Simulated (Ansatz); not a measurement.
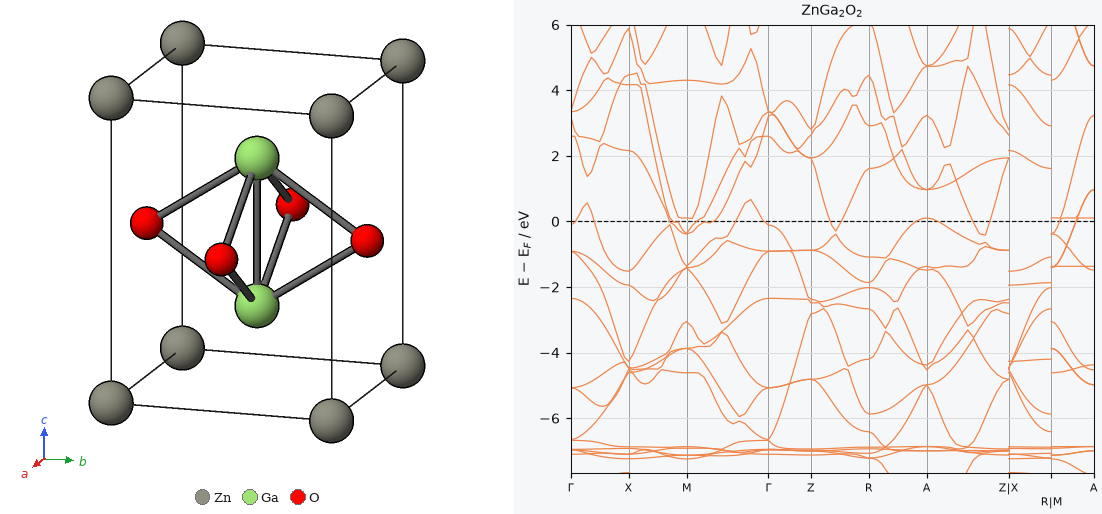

Band structure, beside the structure. Energies are counted from the Fermi level.

The material is ZnGa2O2, space group P4/mmm, 5 atoms in the cell.

Ansatz 0.2.0; DFT PBE, scalar-relativistic, plane waves, PAW, no spin polarisation, 10×10×8 k mesh, Gaussian smearing of 0.1 eV.

Q: Does this material conduct, going by its bands?

A: A metal: 3 bands cross the Fermi level along this path.

Q: Which levels at Z lie nearest to the Fermi level?

A: At Z the nearest levels lie 0.88 eV below and 1.94 eV above the Fermi level.

The structure is an invented one, so it need not be a known or stable phase.
